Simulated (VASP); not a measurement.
## Geometry relaxation, with input and output: SiC (part 2 of 2)

SiC (F-43m, 2 atoms in the cell); Kohn-Sham DFT of a periodic cell, PBEsol, VASP PAW PBE potentials, minimal, no spin polarisation (VASP 6.6.1); cutoff 580 eV, 10×10×10 k-mesh, Gaussian smearing of 0.02 eV. The structure derives from a Materials Project entry.

Geometry of the input (Å; fractional positions):
```
0.0000  2.1770  2.1770
2.1770  0.0000  2.1770
2.1770  2.1770  0.0000
Si 0.7500  0.7500  0.7500
C  0.0000  0.0000  0.0000
```

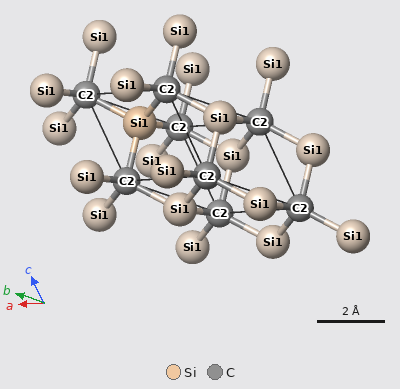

**Figure 1.** The geometry at step 1 of the log (ball-and-stick view of the cell of the calculation, seen at an oblique angle; neighbours outside the cell are drawn fainter; atoms are numbered from 1 in the order of the input).

Parts of OUTCAR, continued
```
   k-points           NKPTS =     47   k-points in BZ     NKDIM =     47   number of bands    NBANDS=      8
   number of dos      NEDOS =    301   number of ions     NIONS =      2
   total plane-waves  NPLWV =  13824
   dimension x,y,z NGX =    24 NGY =   24 NGZ =   24
   dimension x,y,z NGXF=    48 NGYF=   48 NGZF=   48
   ions per type =               1   1
   NGX,Y,Z   is equivalent  to a cutoff of  12.96, 12.96, 12.96 a.u.
   NGXF,Y,Z  is equivalent  to a cutoff of  25.92, 25.92, 25.92 a.u.
 SYSTEM =  unknown system
   PREC   = accura    normal or accurate (medium, high low for compatibility)
   ISTART =      0    job   : 0-new  1-cont  2-samecut
   ICHARG =      2    charge: 1-file 2-atom 10-const
   ISPIN  =      1    spin polarized calculation?
   LNONCOLLINEAR =      F non collinear calculations
   LSORBIT =      F    spin-orbit coupling
   LASPH  =      T    aspherical Exc in radial PAW
   ENCUT  =  580.0 eV  42.63 Ry    6.53 a.u.   6.05  6.05  6.05*2*pi/ulx,y,z
   NELM   =     80;   NELMIN=  2; NELMDL= -5     # of ELM steps
   EDIFF  = 0.1E-06   stopping-criterion for ELM
   LREAL  =      F    real-space projection
   EDIFFG = -.5E-02   stopping-criterion for IOM
   NSW    =     90    number of steps for IOM
   IBRION =      2    ionic relax: 0-MD 1-quasi-New 2-CG
   NFREE  =      1    steps in history (QN), initial steepest desc. (CG)
   ISIF   =      3    stress and relaxation
   ISYM   =      2    0-nonsym 1-usesym 2-fastsym
   POTIM  = 0.5000    time-step for ionic-motion
   TEBEG  =    0.0;   TEEND  =   0.0 temperature during run
   PSTRESS=    0.0 pullay stress
   NELECT =       8.0000    total number of electrons
   NUPDOWN=      -1.0000    fix difference up-down
   EMIN   =  10.00;   EMAX   =-10.00  energy-range for DOS
   EFERMI =   0.00;   METHOD = LEGACY
   ISMEAR =     0;   SIGMA  =   0.02  broadening in eV -4-tet -1-fermi 0-gaus
   EFERMI_NEDOS =   21; number of points for ismear=-14 and -15
   IALGO  =     38    algorithm
   IMIX   =      4    mixing-type and parameters
     AMIX     =   0.40;   BMIX     =  1.00
     AMIX_MAG =   1.60;   BMIX_MAG =  1.00
  volume/ion in A,a.u.               =      10.32        69.63
  Fermi-wavevector in a.u.,A,eV,Ry     =   1.193723  2.255810 19.387972  1.424976
  Thomas-Fermi vector in A             =   2.329731
   LORBIT       =      0    0 simple, 1 ext, 2 COOP (PROOUT), +10 PAW based schemes
   GGA     = PS    functional components
   LHFCALC =     F    Hartree Fock is set to
   AEXX    =    0.0000 exact exchange contribution
   IVDW    =     0    specifies the selected vdW correction
   LEPSILON=     F    determine dielectric tensor
   LRPA    =     F    only Hartree local field effects (RPA)
 conjugate gradient relaxation of ions
 non-spin polarized calculation
 Gauss-broadening in eV      SIGMA  =   0.02
  energy-cutoff  :      580.00
  volume of cell :       20.63
 maximum number of plane-waves:       666
   NGX = 13   NGY = 13   NGZ = 13

--------------------------------------- Ionic step        1  -------------------------------------------

 number of electron       8.0000001 magnetization

 Free energy of the ion-electron system (eV)
  ---------------------------------------------------
  ext. energy  EPLUGINS =         0.00000000
  ---------------------------------------------------
  free energy    TOTEN  =       -15.91545367 eV

  energy without entropy =      -15.91545367  energy(sigma->0) =      -15.91545367

------------------------ aborting loop because EDIFF is reached ----------------------------------------

  FORCE on cell =-STRESS in cart. coord.  units (eV):
  Direction    XX          YY          ZZ          XY          YZ          ZX
  --------------------------------------------------------------------------------------
  -------------------------------------------------------------------------------------
  Total        0.0886265      0.0886265      0.0886265      0.0000000      0.0000000     -0.0000000
  in kB        6.8813091      6.8813091      6.8813091      0.0000000      0.0000000     -0.0000000
  external PRESSURE =       6.8813091 kB  Pullay stress =       0.0000000 kB

 VOLUME and BASIS-vectors are now :
 -----------------------------------------------------------------------------
  energy-cutoff  :      580.00
  volume of cell :       20.63
      direct lattice vectors                 reciprocal lattice vectors
     0.000000000  2.176996620  2.176996620    -0.229674220  0.229674220  0.229674220
     2.176996620  0.000000000  2.176996620     0.229674220 -0.229674220  0.229674220
     2.176996620  2.176996620  0.000000000     0.229674220  0.229674220 -0.229674220

 POSITION                                       TOTAL-FORCE (eV/Angst)
 -----------------------------------------------------------------------------------
      3.26549      3.26549      3.26549        -0.000000     -0.000000     -0.000000
      0.00000      0.00000      0.00000         0.000000      0.000000      0.000000
 -----------------------------------------------------------------------------------
    total drift:                                0.000000      0.000000      0.000000

  FREE ENERGIE OF THE ION-ELECTRON SYSTEM (eV)
  ---------------------------------------------------
  free  energy   TOTEN  =       -15.9154536740 eV

  energy  without entropy=      -15.9154536740  energy(sigma->0) =      -15.91545367

--------------------------------------- Ionic step        2  -------------------------------------------

 number of electron       8.0000001 magnetization

------------------------ aborting loop because EDIFF is reached ----------------------------------------

  FORCE on cell =-STRESS in cart. coord.  units (eV):
  Direction    XX          YY          ZZ          XY          YZ          ZX
  --------------------------------------------------------------------------------------
  -------------------------------------------------------------------------------------
  Total       -0.0939420     -0.0939420     -0.0939420      0.0000000      0.0000000      0.0000000
  in kB       -7.2474466     -7.2474466     -7.2474466      0.0000000      0.0000000      0.0000000
  external PRESSURE =      -7.2474466 kB  Pullay stress =       0.0000000 kB

 VOLUME and BASIS-vectors are now :
 -----------------------------------------------------------------------------
  energy-cutoff  :      580.00
  volume of cell :       20.77
      direct lattice vectors                 reciprocal lattice vectors
    -0.000000000  2.181650581  2.181650581    -0.229184272  0.229184272  0.229184272
     2.181650581  0.000000000  2.181650581     0.229184272 -0.229184272  0.229184272
     2.181650581  2.181650581 -0.000000000     0.229184272  0.229184272 -0.229184272

 POSITION                                       TOTAL-FORCE (eV/Angst)
 -----------------------------------------------------------------------------------
      3.27248      3.27248      3.27248         0.000000      0.000000      0.000000
      2.18165      2.18165     -0.00000        -0.000000     -0.000000     -0.000000
 -----------------------------------------------------------------------------------
    total drift:                                0.000000      0.000000      0.000000

  FREE ENERGIE OF THE ION-ELECTRON SYSTEM (eV)
  ---------------------------------------------------
  free  energy   TOTEN  =       -15.9154312358 eV

  energy  without entropy=      -15.9154312358  energy(sigma->0) =      -15.91543124

--------------------------------------- Ionic step        3  -------------------------------------------

 number of electron       8.0000001 magnetization

 Free energy of the ion-electron system (eV)
  ---------------------------------------------------
  ext. energy  EPLUGINS =         0.00000000
  ---------------------------------------------------
  free energy    TOTEN  =       -15.91558891 eV

  energy without entropy =      -15.91558891  energy(sigma->0) =      -15.91558891

 E-fermi :   8.1919     XC(G=0): -11.5035     alpha+bet :-16.4297

 val. band max:        8.0527804004   @ k =   0.0000   0.0000   0.0000
 cond. band min:       9.2870801767   @ k =   0.5000   0.5000   0.0000
 fundamental gap:      1.2342997762
 Fermi energy:         8.1918648649

 k-point     1 :       0.0000    0.0000    0.0000
  band No.  band energies     occupation
      1      -7.3690      2.00000
      2       8.0528      2.00000
      3       8.0528      2.00000
      4       8.0528      2.00000
      5      14.2361      0.00000
      6      15.2935      0.00000
      7      15.2935      0.00000
      8      15.2935      0.00000

 k-point     2 :       0.1000    0.0000    0.0000
  band No.  band energies     occupation
      1      -7.1729      2.00000
      2       7.0376      2.00000
      3       7.9180      2.00000
      4       7.9180      2.00000
      5      14.4882      0.00000
      6      15.5377      0.00000
      7      15.5377      0.00000
      8      15.5734      0.00000

 k-point     3 :       0.2000    0.0000    0.0000
  band No.  band energies     occupation
      1      -6.5929      2.00000
      2       4.9075      2.00000
      3       7.6093      2.00000
      4       7.6093      2.00000
      5      14.1903      0.00000
      6      15.8948      0.00000
      7      15.8948      0.00000
      8      16.7680      0.00000

 k-point     4 :       0.3000    0.0000    0.0000
  band No.  band energies     occupation
      1      -5.6636      2.00000
      2       2.5838      2.00000
      3       7.2922      2.00000
      4       7.2922      2.00000
      5      13.7819      0.00000
      6      15.7469      0.00000
      7      15.7469      0.00000
      8      17.7121      0.00000

 k-point     5 :       0.4000    0.0000    0.0000
  band No.  band energies     occupation
      1      -4.5091      2.00000
      2       0.5148      2.00000
      3       7.0731      2.00000
      4       7.0731      2.00000
      5      13.5138      0.00000
      6      15.3618      0.00000
      7      15.3618      0.00000
      8      17.9708      0.00000

 [... the levels of 18 k-points are left out ...]

 k-point    24 :       0.4000    0.3000    0.0000
  band No.  band energies     occupation
      1      -4.2102      2.00000
      2       2.4669      2.00000
      3       4.8694      2.00000
      4       5.4070      2.00000
      5      10.8091      0.00000
      6      13.5635      0.00000
      7      19.6024      0.00000
      8      19.9125      0.00000

 [... further k-points ...]

------------------------ aborting loop because EDIFF is reached ----------------------------------------

  FORCE on cell =-STRESS in cart. coord.  units (eV):
  Direction    XX          YY          ZZ          XY          YZ          ZX
  --------------------------------------------------------------------------------------
  -------------------------------------------------------------------------------------
  Total        0.0009609      0.0009609      0.0009609     -0.0000000      0.0000000     -0.0000000
  in kB        0.0743794      0.0743794      0.0743794     -0.0000000      0.0000000     -0.0000000
  external PRESSURE =       0.0743794 kB  Pullay stress =       0.0000000 kB

 VOLUME and BASIS-vectors are now :
 -----------------------------------------------------------------------------
  energy-cutoff  :      580.00
  volume of cell :       20.70
      direct lattice vectors                 reciprocal lattice vectors
    -0.000000000  2.179223755  2.179223755    -0.229439496  0.229439496  0.229439496
     2.179223755  0.000000000  2.179223755     0.229439496 -0.229439496  0.229439496
     2.179223755  2.179223755 -0.000000000     0.229439496  0.229439496 -0.229439496

 POSITION                                       TOTAL-FORCE (eV/Angst)
 -----------------------------------------------------------------------------------
      3.26884      3.26884      3.26884         0.000000     -0.000000     -0.000000
      0.00000      0.00000      0.00000        -0.000000      0.000000      0.000000
 -----------------------------------------------------------------------------------
    total drift:                                0.000000      0.000000      0.000000

  FREE ENERGIE OF THE ION-ELECTRON SYSTEM (eV)
  ---------------------------------------------------
  free  energy   TOTEN  =       -15.9155889098 eV

  energy  without entropy=      -15.9155889098  energy(sigma->0) =      -15.91558891

 reached required accuracy - stopping structural energy minimisation
```

CONTCAR
```
SiC
   1.00000000000000
    -0.0000000000000000    2.1792237553493736    2.1792237553493736
     2.1792237553493736    0.0000000000000000    2.1792237553493736
     2.1792237553493736    2.1792237553493736   -0.0000000000000000
  Si              C
     1     1
Direct
     0.7500000000000000    0.7500000000000000    0.7500000000000000
     0.0000000000000000    0.0000000000000000    0.0000000000000000

  0.00000000E+00  0.00000000E+00  0.00000000E+00
  0.00000000E+00  0.00000000E+00  0.00000000E+00
```

Trajectory as extended XYZ (Å, eV, eV/Å), 3 frames, from step=0 to step=2
```
2
Lattice="0.0000 2.1770 2.1770 2.1770 0.0000 2.1770 2.1770 2.1770 0.0000" Properties=species:S:1:pos:R:3:forces:R:3 step=0 energy=-15.91545
Si    3.2655    3.2655    3.2655    0.0000   0.0000   0.0000
C     0.0000    0.0000    0.0000    0.0000   0.0000   0.0000
2
Lattice="-0.0000 2.1817 2.1817 2.1817 0.0000 2.1817 2.1817 2.1817 -0.0000" Properties=species:S:1:pos:R:3:forces:R:3 step=1 energy=-15.91543
Si    3.2725    3.2725    3.2725    0.0000   0.0000   0.0000
C     2.1817    2.1817    0.0000    0.0000   0.0000   0.0000
2
Lattice="-0.0000 2.1792 2.1792 2.1792 0.0000 2.1792 2.1792 2.1792 -0.0000" Properties=species:S:1:pos:R:3:forces:R:3 step=2 energy=-15.91559
Si    3.2688    3.2688    3.2688    0.0000   0.0000   0.0000
C     0.0000    0.0000    0.0000    0.0000   0.0000   0.0000
```
